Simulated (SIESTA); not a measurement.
# Energy of MnO2 along an even scaling of the cell

System: MnO2 (P4₂/mnm, 6 atoms in the cell).
Method: Kohn-Sham DFT of a periodic cell, PBEsol, PseudoDojo 0.4 standard, converted to PSML, spin-polarised (SIESTA 5.4.2).

The 7 runs differ only in the geometry, by an even scaling of the cell at fixed fractional positions. The structure derives from a Materials Project entry.

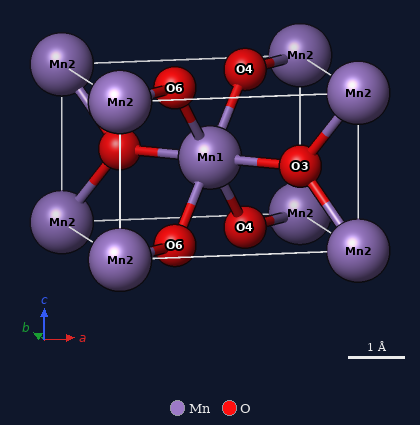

Figure 1. The structure of run 4 (ball-and-stick view of the cell of the calculation, seen slightly off an axis; atoms are numbered from 1 in the order of the input). An atom can appear more than once, as a periodic image.

### Input of run 4
```
SystemName                      MnO2
SystemLabel                     MnO2
NumberOfSpecies                 2
NumberOfAtoms                   6
%block ChemicalSpeciesLabel
  1  25 Mn
  2   8 O
%endblock ChemicalSpeciesLabel

LatticeConstant                 1.0 Ang
%block LatticeVectors
     4.4004184607     0.0000000000     0.0000000000
     0.0000000000     4.4004184607     0.0000000000
     0.0000000000     0.0000000000     2.8670779400
%endblock LatticeVectors
AtomicCoordinatesFormat         Fractional
%block AtomicCoordinatesAndAtomicSpecies
     0.5000000000     0.5000000000     0.5000000000  1  Mn
     0.0000000000     0.0000000000     0.0000000000  1  Mn
     0.8049161500     0.1950838500     0.5000000000  2  O
     0.6950838500     0.6950838500     0.0000000000  2  O
     0.1950838500     0.8049161500     0.5000000000  2  O
     0.3049161500     0.3049161500     0.0000000000  2  O
%endblock AtomicCoordinatesAndAtomicSpecies

%block kgrid.MonkhorstPack
    6   0   0  0.0
    0   6   0  0.0
    0   0   9  0.0
%endblock kgrid.MonkhorstPack
XC.Functional                   GGA
XC.Authors                      PBEsol
PAO.BasisSize                   DZP
PAO.EnergyShift                 0.003 Ry
Mesh.Cutoff                     800 Ry
Spin                            polarized
%block DM.InitSpin
    1   4.000
    2   4.000
    3   0.000
    4   0.000
    5   0.000
    6   0.000
%endblock DM.InitSpin
OccupationFunction              FD
ElectronicTemperature           0.05 eV
MaxSCFIterations                200
SCF.MustConverge                false
SCF.Mixer.Method                Pulay
SCF.Mixer.Weight                0.1
SCF.Mixer.History               10
SCF.DM.Tolerance                5.0e-05
SCF.H.Tolerance                 1.0e-03 eV
WriteForces                     true
Charge.Mulliken                 end
%block PAO.Basis
  Mn 5
  n=3 0 2
    2.738 0.000
  n=4 0 2
    7.595 0.000
  n=3 1 2
    3.070 0.000
  n=4 1 1
    7.595
  n=3 2 2
    5.098 0.000
%endblock PAO.Basis
```

Command:
```bash
siesta MnO2.fdf > MnO2.out 2>&1
```

Run 3 differs from it as follows:
```diff
-     4.4004184607     0.0000000000     0.0000000000
-     0.0000000000     4.4004184607     0.0000000000
-     0.0000000000     0.0000000000     2.8670779400
+     4.3708845610     0.0000000000     0.0000000000
+     0.0000000000     4.3708845610     0.0000000000
+     0.0000000000     0.0000000000     2.8478352264
```

### Results, with one run withheld

| run | volume per atom (Å³) | free energy per atom, from the lowest run given (meV) | pressure (GPa) |
| --- | --- | --- | --- |
| 1 | 8.698 | 27.72 | 17.43 |
| 2 | 8.883 | 11.50 | 10.77 |
| 3 | 9.068 | ? | ? |
| 4 | 9.253 | 0.00 | −0.23 |
| 5 | 9.438 | 2.97 | −4.82 |
| 6 | 9.623 | 10.98 | −8.97 |
| 7 | 9.808 | 23.55 | −12.72 |

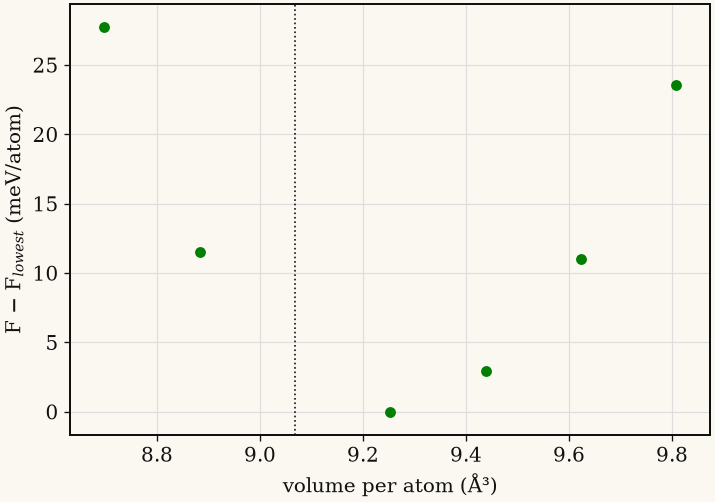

Figure 2. Free energy per atom of the runs given; the dotted line marks run 3.

Estimate the energy of run 3 from the others.

A cubic polynomial in V^(−2/3) (the Birch–Murnaghan form), fitted to the 6 runs given, misses them by at most 0.06 meV per atom. With x = V^(−2/3) − 0.22661 Å⁻², it reads F = −0.0031117 − 277.87 x + 3.0859e+05 x² + 6.5214e+05 x³ (meV per atom). At run 3 it gives 2.56 meV per atom, and the run itself gives 2.60. The slope of the fit gives a pressure −dF/dV of 4.91 GPa there, and the run prints 4.83 GPa. The two needn't agree exactly: the fit is approximate, and the printed stress is taken on a finite basis. The fit has its minimum at 9.243 Å³ per atom, where V d²F/dV² gives 246 GPa. Cell shape and fractional positions are held, so this is the stiffness under even scaling; the relaxed bulk modulus wasn't computed.

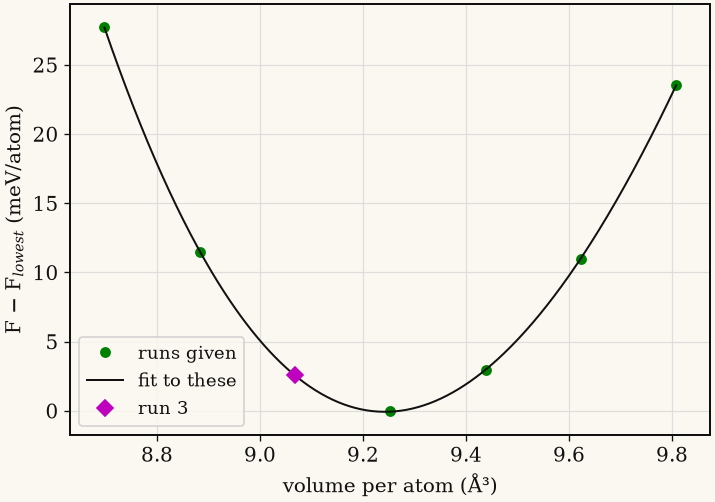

Figure 3. The fit and the withheld run.

### Some lines of the output (run 3)
```
[...]
outcell: Cell volume (Ang**3)        :     54.4068
stepf: Fermi-Dirac step function
siesta: Etot    =     -7679.439057
siesta: FreeEng =     -7679.439981
        iscf     Eharris(eV)        E_KS(eV)     FreeEng(eV)     dDmax    Ef(eV) dHmax(eV)
siesta: E_KS(eV) =            -7714.1154
siesta: E_KS - E_eggbox =     -7714.1154
siesta: Etot    =     -7714.115441
siesta: FreeEng =     -7714.126475
siesta:         Fermi =      -6.007742
siesta: Cell volume =         54.406844 Ang**3
    Orbital volume contribution        =           3.027849 eV
```

Notes: Points of doubt noted for this run: mulliken charges of long orbitals. With a small basis of atomic orbitals these values can differ much from converged plane-wave results.
